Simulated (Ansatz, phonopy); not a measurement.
# NaF (Villiaumite, Fm-3m): thermal expansion from first principles, part 3 of 3

How much does NaF (Villiaumite) expand with temperature?

What experiment has found for this phase:
- volume expansion coefficient 95.1 1e-6/K and heat capacity C_P per formula unit 46.9 J/mol/K near room temperature (given in “High-Throughput Prediction of Finite-Temperature Properties using the Quasi-Harmonic Approximation”, 2016, arXiv:1603.06924)
- volume expansion coefficient 102.6 1e-6/K near room temperature (given in “Descriptors for thermal expansion in solids”, 2017, arXiv:1701.03966)

Ansatz 0.2.0; DFT PBEsol, scalar-relativistic, plane waves, PAW.

So far, volume expansion coefficient at 300 K (× 1e-6/K): step 7 (quasi-harmonic fit by phonopy) 122.

## Step 8: The quasi-harmonic study, cutoff 487.2 eV, k-mesh 12×12×12

The study relaxes the crystal at several strains, solves the phonons on some of them and minimises the free energy at each temperature (static energy, vibrations, the electrons in a metal, and PV under a set pressure); the q-mesh sets how far the force constants reach.

This step: DFT PBEsol, scalar-relativistic, plane waves, PAW (Ansatz 0.2.0).

Contents of input.yaml:

```yaml
crystal:
  lattice:
    - [0.0, 2.3145907609, 2.3145907609]
    - [2.3145907609, 0.0, 2.3145907609]
    - [2.3145907609, 2.3145907609, 0.0]
  atoms:
    - { symbol: Na, position: [0.0, 0.0, 0.0] }
    - { symbol: F, position: [0.5, 0.5, 0.5] }
kpoints:
  mp_grid: { grid: [12, 12, 12] }
hamiltonian:
  xc: pbesol
scf:
  occupations: { method: fixed }
output:
  eigenvalues: true
phonons:
  method: dfpt
  qmesh: [4, 4, 4]
  temperatures: { t_max: 800.0, t_step: 50 }
  thermal_expansion: {}
```

Command:

```console
ansatz run input.yaml --threads 4 --pin off --max-ram 8192MiB --backend cpu --events-out ev --progress --plain --runs-dir out
```

Numbers of over 12 decimals in the logs are rounded to 6 here.

Output:

```text
[...]
Crystal: 2 atoms, lattice volume = 24.800 Å³
Basis set: ecut = 487.2 eV, 609 PW (Γ), exchange–correlation on 48×48×48 points (8 copies of the dense FFT grid, shifted against one another)
Bands: 12, of which v1, the nominal top of the filled ones, is band 8 counted from 1 (7 counted from 0)
Symmetry: 48 space group operations
[...]
k-points: 72 of 1728
[...]
SCF iter   1: F=—  HF=-2278.934346 eV  |F-HF|=—  |Δ(HF+E_count)|=         —  Δρ=1.14e-2  dr2=2.00e-2  ethr=1.77e-3  ⟨swp⟩=4.7  Hψ=4260  notcnv=0  defer=137
[...]
SCF iter   8: F=-2278.927355 eV  HF=-2278.927355 eV  |F-HF|=4.55e-13  |Δ(HF+E_count)|=  5.91e-12  Δρ=2.50e-8  dr2=1.09e-13  ethr=1.00e-12  ⟨swp⟩=5.0  Hψ=3090  notcnv=0
SCF 1 converged in 8 iterations: F = -2278.927355 eV  dr2 = 1.09e-13
[...]
relax step   1: F+E_penalty+E_count = -2278.92735482 eV  Δ(F+E_penalty+E_count) = +0.000e0 eV  max|allowed force component| = 1.815e-29 eV/Å  Δτ_max = 0.0000 Å  (8 SCF iters, accepted)
SCF converged after 8 iterations
Free energy (F): -2278.927355 eV
[...]
Internal energy: -2278.927355 eV  (E = F + TS)
E sigma→0 (E₀):  -2278.927355 eV
Fermi energy:    0.951467 eV
[...]
--- Stress (GPa, compression-positive) ---
       -0.002489       0.000000      -0.000000
        0.000000      -0.002489       0.000000
        0.000000       0.000000      -0.002489
  P = ⅓ Tr σ = -0.0025 GPa (-0.025 kbar)
--- Band table (eV; the first three rows and the last of 72) ---
  k-point 0: bands = [... 4 lower, -17.8130, 0.9515, 0.9515, 0.9515, 7.1484, 19.8033, 19.8033, 19.8033]
  k-point 1: bands = [... 4 lower, -17.6973, 0.8084, 0.9337, 0.9337, 7.4023, 18.7924, 19.9140, 19.9140]
  k-point 2: bands = [... 4 lower, -17.5083, 0.4553, 0.8854, 0.8854, 8.0809, 17.2891, 20.2105, 20.2105]
  k-point 71: bands = [... 4 lower, -17.3666, 0.0599, 0.0599, 0.3702, 14.0104, 14.0104, 16.1360, 17.7645]
── thermal expansion: 3 new cells, 3 in all ──
thermal expansion: relaxation of cell 2
thermal expansion: relaxation of cell 3
── thermal expansion: 2 new cells, 5 in all ──
thermal expansion: relaxation of cell 4
thermal expansion: lower-state search of cell 4
thermal expansion: phonons of cell 4
thermal expansion: relaxation of cell 5
thermal expansion: phonons of cell 5
── thermal expansion: 8 new cells, 13 in all ──
thermal expansion: relaxation of cell 6
thermal expansion: relaxation of cell 7
thermal expansion: relaxation of cell 8
thermal expansion: relaxation of cell 9
thermal expansion: relaxation of cell 10
thermal expansion: relaxation of cell 11
thermal expansion: relaxation of cell 12
thermal expansion: relaxation of cell 13
thermal expansion: phonons of cell 6
thermal expansion: phonons of cell 7
thermal expansion: phonons of cell 8
thermal expansion: phonons of cell 9
thermal expansion: phonons of cell 10
--- Relaxed structure (1 steps of the walk, 1 accepted, 0 SCFs on fresh bases) ---
  F+E_penalty+E_count = -2278.92735482 eV   max|allowed force component| = 1.815e-29 eV/Å
  atoms:
    - { symbol: Na, position: [0.0, 0.0, 0.0] }
    - { symbol: F, position: [0.5, 0.5, 0.5] }
--- Thermal expansion: 13 cells in 3 rounds, 0 GPa ---
  no lower state was reached at cell 4
  without vibrations: a 3.27326, b 3.27326, c 3.27326 Å, V 24.7985 Å³, B 48.48 GPa
  at 0 K: a 3.29238, b 3.29238, c 3.29238 Å, V 25.2356 Å³, B 46.11 GPa
  zero-point expansion: a +0.584, b +0.584, c +0.584, V +1.763 %
[...]
0.00    3.29238    3.29238    3.29238    25.2356 |    0.00    0.00    0.00    0.00 |   70.42 |     0.000     0.000 |    46.11    46.11
   100.00    3.29447    3.29447    3.29447    25.2838 |   18.80   18.80   18.80   56.41 |   96.52 |    25.145    24.926 |    45.29    45.69
   200.00    3.30358    3.30358    3.30358    25.4942 |   33.82   33.82   33.82  101.45 |  111.73 |    42.498    41.145 |    42.82    44.23
   298.15    3.31575    3.31575    3.31575    25.7768 |   40.59   40.59   40.59  121.77 |       - |    48.515    45.769 |    40.01    42.41
   350.00    3.32299    3.32299    3.32299    25.9460 |   43.50   43.50   43.50  130.51 |  126.58 |    50.484    46.905 |    38.42    41.35
   450.00    3.33843    3.33843    3.33843    26.3094 |   49.35   49.35   49.35  148.05 |  136.05 |    53.610    48.128 |    35.08    39.08
   550.00    3.35612    3.35612    3.35612    26.7299 |   56.79   56.79   56.79  170.36 |  146.82 |    56.797    48.757 |    31.29    36.45
   650.00    3.37698    3.37698    3.37698    27.2314 |   68.07   68.07   68.07  204.21 |  160.38 |    61.035    49.121 |    26.80    33.30
   750.00    3.40322    3.40322    3.40322    27.8711 |   89.51   89.51   89.51  268.52 |  179.81 |    68.504    49.352 |    21.10    29.29
   800.00    3.42014    3.42014    3.42014    28.2891 |  111.19  111.19  111.19  333.58 |  194.20 |    75.848    49.439 |    17.41    26.72
[...]
vibrations' free energy: its fit leaves 0.0009 meV an atom at the most
  the electrons' free energy at temperature is not in it: every band gap is over 0.83 eV
  free energies summed between the sampled wave vectors
[...]
the FFT grids of the static calculations differ: 24 × 24 × 24, 25 × 25 × 25
  band gaps on the cells' k-points are 5.418 to 6.355 eV
```

Elapsed: 26 min, on 4 threads of Arm Neoverse N1, shared host; peak memory 1.6 GiB; 1.7 h of CPU time.

This step gave:

| Quantity | Value |
| --- | --- |
| pressure | -0.002489 GPa |
| volume expansion coefficient at 298 K | 121.8 1e-6/K |
| isothermal bulk modulus at 298 K | 40.01 GPa |
| Grüneisen parameter at 298 K | 1.652 |
| principal linear expansion coefficients at 298 K | 40.59, 40.59, 40.59 1e-6/K |

Strained cells of the study; zero-point energy where phonons were solved; the pressures are stresses at a fixed cutoff and can carry an offset from the finite basis. Expansion cells, by row:

```tsv
cell	|a| (Å)	|b| (Å)	|c| (Å)	V (Å³/atom)	E - E_lowest (meV/atom)	pressure, compression positive (GPa)	gap (eV)	zero-point energy (meV/atom)
1	3.273	3.273	3.273	12.4	0	-0.012	6.197	-
2	3.3	3.3	3.3	12.7	1.055	-1.108	6.074	-
3	3.247	3.247	3.247	12.11	1.089	1.212	6.324	-
4	3.274	3.274	3.274	12.4	0	-0.021	6.196	40.57
5	3.29	3.29	3.29	12.59	0.429	-0.721	6.119	39.6
6	3.305	3.305	3.305	12.76	1.5	-1.308	6.051	38.75
7	3.336	3.336	3.336	13.13	5.803	-2.432	5.911	36.96
8	3.368	3.368	3.368	13.5	12.71	-3.409	5.776	35.21
9	3.4	3.4	3.4	13.89	22.01	-4.254	5.646	33.48
10	3.432	3.432	3.432	14.29	33.55	-4.981	5.52	31.77
11	3.241	3.241	3.241	12.04	1.697	1.531	6.355	-
12	3.257	3.257	3.257	12.22	0.411	0.729	6.275	-
13	3.46	3.46	3.46	14.64	44.87	-5.509	5.418	-
```

Quasi-harmonic; a, b, c are the run's own cell vectors. Expansion, by row:

```tsv
T (K)	a (Å)	b (Å)	c (Å)	alpha (deg)	beta (deg)	gamma (deg)	cell volume (Å³/cell)	alpha_a (1e-6/K)	alpha_b (1e-6/K)	alpha_c (1e-6/K)	alpha_V (1e-6/K)	C_P (J/mol-atom/K)	C_V (J/mol-atom/K)	S (J/mol-atom/K)	B_T (GPa)	B_S (GPa)	Grueneisen	extrapolation	fit error (1e-6/K)
0	3.292	3.292	3.292	60	60	60	25.24	0	0	0	0	0	0	0	46.11	46.11	-	0	0
50	3.293	3.293	3.293	60	60	60	25.24	4.37	4.37	4.37	13.11	3.369	3.366	1.096	46.03	46.07	1.362	0	0.03
100	3.294	3.294	3.294	60	60	60	25.28	18.8	18.8	18.8	56.41	12.57	12.46	6.356	45.29	45.69	1.561	0	0.08
150	3.298	3.298	3.298	60	60	60	25.37	28.26	28.26	28.26	84.77	18.21	17.85	12.64	44.13	45.03	1.602	0	0.12
200	3.304	3.304	3.304	60	60	60	25.49	33.82	33.82	33.82	101.5	21.25	20.57	18.34	42.82	44.23	1.621	0	0.12
250	3.309	3.309	3.309	60	60	60	25.63	37.63	37.63	37.63	112.9	23.06	22.05	23.29	41.42	43.34	1.637	0	0.07
298.1	3.316	3.316	3.316	60	60	60	25.78	40.59	40.59	40.59	121.8	24.26	22.89	27.46	40.01	42.41	1.652	0	0.16
300	3.316	3.316	3.316	60	60	60	25.78	40.7	40.7	40.7	122.1	24.3	22.91	27.61	39.96	42.37	1.653	0	0.16
350	3.323	3.323	3.323	60	60	60	25.95	43.5	43.5	43.5	130.5	25.24	23.45	31.43	38.42	41.35	1.67	0	0.35
400	3.33	3.33	3.33	60	60	60	26.12	46.32	46.32	46.32	139	26.05	23.81	34.85	36.8	40.25	1.689	0	0.51
450	3.338	3.338	3.338	60	60	60	26.31	49.35	49.35	49.35	148.1	26.8	24.06	37.96	35.08	39.08	1.71	0	0.54
500	3.347	3.347	3.347	60	60	60	26.51	52.76	52.76	52.76	158.3	27.57	24.24	40.83	33.26	37.82	1.733	0	0.33
550	3.356	3.356	3.356	60	60	60	26.73	56.79	56.79	56.79	170.4	28.4	24.38	43.49	31.29	36.45	1.76	0	0.32
600	3.366	3.366	3.366	60	60	60	26.97	61.72	61.72	61.72	185.2	29.35	24.48	46	29.16	34.96	1.791	0	1.24
650	3.377	3.377	3.377	60	60	60	27.23	68.07	68.07	68.07	204.2	30.52	24.56	48.4	26.8	33.3	1.827	0	2.35
700	3.389	3.389	3.389	60	60	60	27.53	76.72	76.72	76.72	230.2	32.05	24.62	50.71	24.16	31.44	1.871	0	2.77
750	3.403	3.403	3.403	60	60	60	27.87	89.51	89.51	89.51	268.5	34.25	24.68	52.99	21.1	29.29	1.927	0	0.78
800	3.42	3.42	3.42	60	60	60	28.29	111.2	111.2	111.2	333.6	37.92	24.72	55.31	17.41	26.72	2.002	0	23.61
```

The expansion coefficient by temperature; values in 1e-6/K:

```tsv
temperature (K)	volume	principal 1
0	0	0
50	13.1	4.37
100	56.4	18.8
150	84.8	28.3
200	101	33.8
250	113	37.6
298	122	40.6
300	122	40.7
350	131	43.5
400	139	46.3
450	148	49.4
500	158	52.8
550	170	56.8
600	185	61.7
650	204	68.1
700	230	76.7
750	269	89.5
800	334	111
```

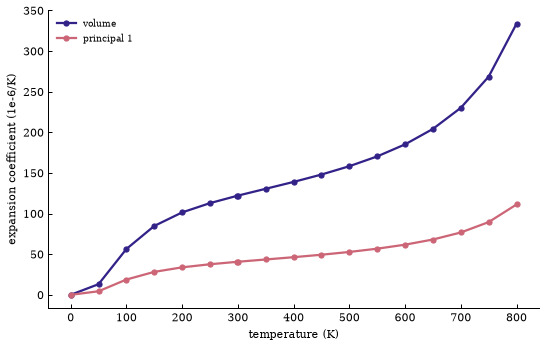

Expansion coefficient against temperature.

Changing the k-mesh (8×8×8 → 12×12×12) and the cutoff (550 → 487.2 eV) takes the volume expansion at 298 K from 122 to 122 × 10⁻⁶/K and B_T from 40.0 to 40.0 GPa.

## Step 9: Quasi-harmonic fit by phonopy

This step: DFT PBEsol, scalar-relativistic, plane waves, PAW (phonopy 4.10.0).

Numbers from this step:

* volume expansion coefficient at 300 K: 121.7 1e-6/K
* isothermal bulk modulus at 300 K: 39.97 GPa
* Grüneisen parameter at 300 K: 1.648

The energy (each curve on its own zero) by volume; values in meV/atom:

```tsv
volume (Å³/atom)	static	F at 0 K	F at 300 K	F at 800 K
12.402	0	3.95	8.94	22.4
12.589	0.43	3.42	7.37	17.8
12.759	1.5	3.63	6.61	14.4
13.127	5.8	6.15	6.96	8.81
13.505	12.7	11.3	9.74	5.36
13.893	22.0	18.9	14.7	3.72
14.293	33.5	28.7	21.7	3.54
```

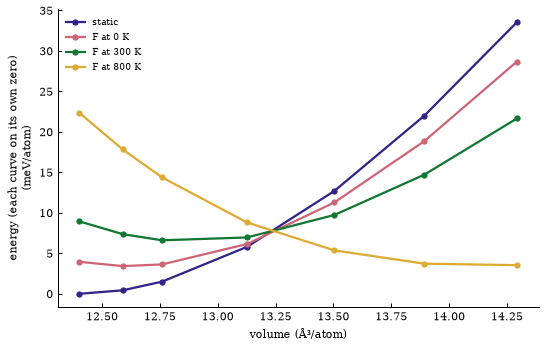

Energy (each curve on its own zero), plotted against volume.

Phonopy-qha, vinet fit of F(V) at each temperature. Qha vinet, by row:

```tsv
T (K)	fitted volume (Å³/atom)	alpha_V (1e-6/K)	B_T (GPa)	C_P (J/mol-atom/K)	Grueneisen
100	12.64	53.55	45.31	12.07	1.482
150	12.69	82.69	44.19	18.1	1.564
200	12.75	100.3	42.89	21.27	1.605
250	12.82	112.2	41.48	23.12	1.629
300	12.89	121.7	39.97	24.35	1.648
350	12.97	130.4	38.37	25.29	1.667
400	13.06	139.3	36.68	26.09	1.688
450	13.15	149	34.89	26.86	1.711
500	13.26	159.9	32.99	27.63	1.737
550	13.37	172.7	30.99	28.48	1.767
600	13.49	188.1	28.87	29.46	1.802
650	13.62	207.1	26.63	30.64	1.842
700	13.77	231.3	24.26	32.12	1.89
750	13.94	263.1	21.74	34.06	1.946
```

Table of volume expansion coefficient by temperature; values in 1e-6/K:

```tsv
temperature (K)	phonopy-qha, Vinet	Ansatz's own study
100	53.5	56.4
150	82.7	84.8
200	100	101
250	112	113
300	122	122
350	130	131
400	139	139
450	149	148
500	160	158
550	173	170
600	188	185
650	207	204
700	231	230
750	263	269
```

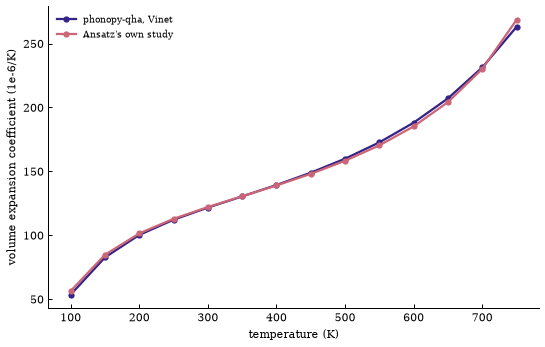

Volume expansion coefficient, plotted against temperature.

The fit gives a volume expansion of 122 × 10⁻⁶/K at 300 K, against 122 at 298 K from the study itself, whose static fit uses more cells.

## Step 10: The quasi-harmonic study, cutoff 487.2 eV, k-mesh 12×12×12 (run 2)

The study relaxes the crystal at several strains, solves the phonons on some of them and minimises the free energy at each temperature (static energy, vibrations, the electrons in a metal, and PV under a set pressure); the q-mesh sets how far the force constants reach.

This step: DFT PBEsol, scalar-relativistic, plane waves, PAW (Ansatz 0.2.0).

input.yaml, as its differences from that of step 8:

```diff
@@ -18,3 +18,3 @@
   method: dfpt
-  qmesh: [4, 4, 4]
+  qmesh: [6, 6, 6]
   temperatures: { t_max: 800.0, t_step: 50 }
```

Output:

```text
[...]
Crystal: 2 atoms, lattice volume = 24.800 Å³
Basis set: ecut = 487.2 eV, 609 PW (Γ), exchange–correlation on 48×48×48 points (8 copies of the dense FFT grid, shifted against one another)
Bands: 12, of which v1, the nominal top of the filled ones, is band 8 counted from 1 (7 counted from 0)
Symmetry: 48 space group operations
[...]
vibrations' free energy: its fit leaves 0.0009 meV an atom at the most
  the electrons' free energy at temperature is not in it: every band gap is over 0.83 eV
  free energies summed between the sampled wave vectors
[...]
the FFT grids of the static calculations differ: 24 × 24 × 24, 25 × 25 × 25
  band gaps on the cells' k-points are 5.418 to 6.355 eV
[key lines of the parts left out:]
SCF converged after 8 iterations
Free energy (F): -2278.927355 eV
Fermi energy:    0.951467 eV
P = ⅓ Tr σ = -0.0025 GPa (-0.025 kbar)
```

It took 84 min on 4 threads; peak memory 1.6 GiB; 5.4 h of CPU time.

Changing the q-mesh (4×4×4 → 6×6×6) takes the volume expansion at 298 K from 122 to 122 × 10⁻⁶/K and B_T from 40.0 to 40.0 GPa.

## Step 11: Comparing the runs

Times are for 4 threads of Arm Neoverse N1, shared host. The series side by side:

```tsv
no.	functional	cutoff (eV)	k-mesh	q-mesh	method	pressure (GPa)	volume expansion coefficient at 298 K (1e-6/K)	C_P at 298 K (J/mol-atom/K)	isothermal bulk modulus at 298 K (GPa)	time	memory (GiB)
1	pbesol	550	8×8×8	4×4×4	dfpt	0	122.0	24.26	39.98	13 min	0.82
2	pbesol	487.2	12×12×12	4×4×4	dfpt	0	121.8	24.26	40.01	26 min	1.6
3	pbesol	487.2	12×12×12	6×6×6	dfpt	0	121.8	24.26	40.01	84 min	1.6
```

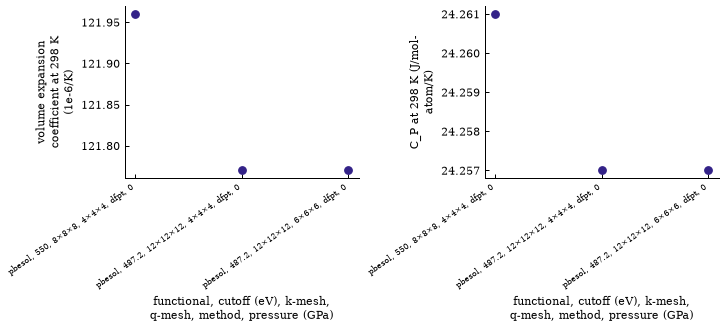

The series as plots.

The runs together, line volume. Expansion coefficient, volume against temperature; values in 1e-6/K:

```tsv
temperature (K)	pbesol, 550, 8×8×8, 4×4×4, dfpt, 0	pbesol, 487.2, 12×12×12, 4×4×4, dfpt, 0	pbesol, 487.2, 12×12×12, 6×6×6, dfpt, 0
0	0	0	0
50	13.1	13.1	13.1
100	56.5	56.4	56.4
150	84.9	84.8	84.8
200	102	101	101
250	113	113	113
298	122	122	122
300	122	122	122
350	131	131	130
400	139	139	139
450	148	148	148
500	159	158	158
550	171	170	170
600	186	185	185
650	205	204	204
700	231	230	230
750	269	269	268
800	335	334	333
```

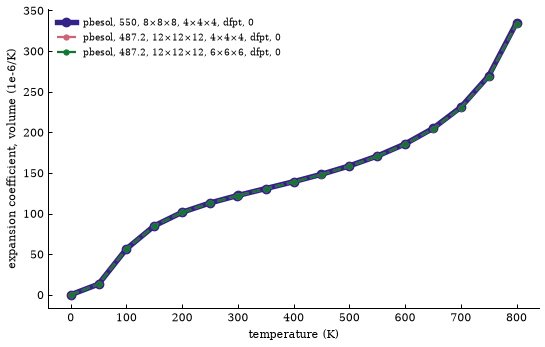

Expansion coefficient, volume, plotted against temperature.

The runs together, line C_P. Heat capacity, C_P against temperature; values in J/mol-atom/K:

```tsv
temperature (K)	pbesol, 550, 8×8×8, 4×4×4, dfpt, 0	pbesol, 487.2, 12×12×12, 4×4×4, dfpt, 0	pbesol, 487.2, 12×12×12, 6×6×6, dfpt, 0
0	0	0	0
50	3.37	3.37	3.37
100	12.6	12.6	12.6
150	18.2	18.2	18.2
200	21.2	21.2	21.2
250	23.1	23.1	23.1
298	24.3	24.3	24.3
300	24.3	24.3	24.3
350	25.2	25.2	25.2
400	26.1	26.0	26.0
450	26.8	26.8	26.8
500	27.6	27.6	27.6
550	28.4	28.4	28.4
600	29.4	29.4	29.3
650	30.5	30.5	30.5
700	32.1	32.0	32.0
750	34.3	34.3	34.2
800	38.0	37.9	37.9
```

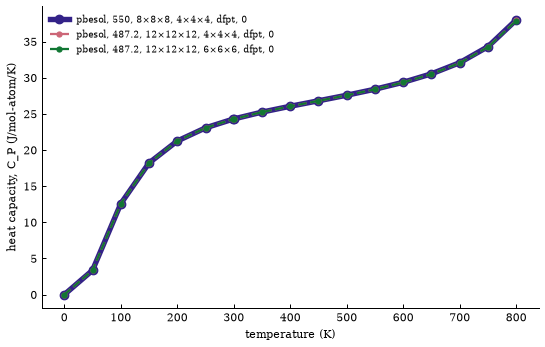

Heat capacity, C_P against temperature.

## Step 12: Quasi-harmonic fit by phonopy

This step: DFT PBEsol, scalar-relativistic, plane waves, PAW (phonopy 4.10.0).

The fit gives a volume expansion of 122 × 10⁻⁶/K at 300 K, against 122 at 298 K from the study itself, whose static fit uses more cells.

## Step 13: Summary of results

| Item | Value |
| --- | --- |
| settings of these figures | PBEsol, 487.2 eV, k 12×12×12, q 6×6×6 |
| volume expansion coefficient at 298 K | 121.8 1e-6/K |
| C_P at 298 K | 24.26 J/mol-atom/K |
| entropy at 298 K | 27.46 J/mol-atom/K |
| isothermal bulk modulus at 298 K | 40.01 GPa |
| Grüneisen parameter at 298 K | 1.653 |
| volume at 298 K | 12.89 Å³/atom |
| principal linear expansion coefficients at 298 K | 40.59, 40.59, 40.59 1e-6/K |

What this shows: Near room temperature NaF (Villiaumite) expands by 122 × 10⁻⁶/K in volume by PBEsol, with C_P = 24.3 J/(mol K) per mole of atoms and B_T = 40.0 GPa. Between 298.15 and 800 K the bulk modulus falls by 56 % and the Grüneisen parameter grows; in this range the quasi-harmonic approximation, which lacks anharmonicity at fixed volume, tends to overshoot. C_P at room temperature is 97 % of the classical 3R an atom; C_V is 92 %, and the rest is expansion work. A measured volume expansion coefficient near room temperature is 95.1 1e-6/K (arXiv:1603.06924); the calculated 122 1e-6/K differs by +28 %. A measured heat capacity per formula unit near room temperature is 46.9 J/mol/K (arXiv:1603.06924); the calculated 48.5 J/mol/K differs by +3 %. Changing the q-mesh, k-mesh and cutoff moves the volume expansion at 298 K between 122 and 122 × 10⁻⁶/K, while the CPU time spans a factor of 6.6. The PAW files were made for PBE and are used here under another functional, for which the program regenerates the frozen cores.

[Logs are printed without paths, hosts, clocks, repeated set-up lines and the standing remarks that a program may print on its own settings, such as how far it seeks lower states.]

[Hosts, paths, dates, database ids (printed as entryN), source tags and the programs' standing remarks are cut or masked in the printed files.]

[A step with changed settings may run another functional than the one named; its input shows which.]
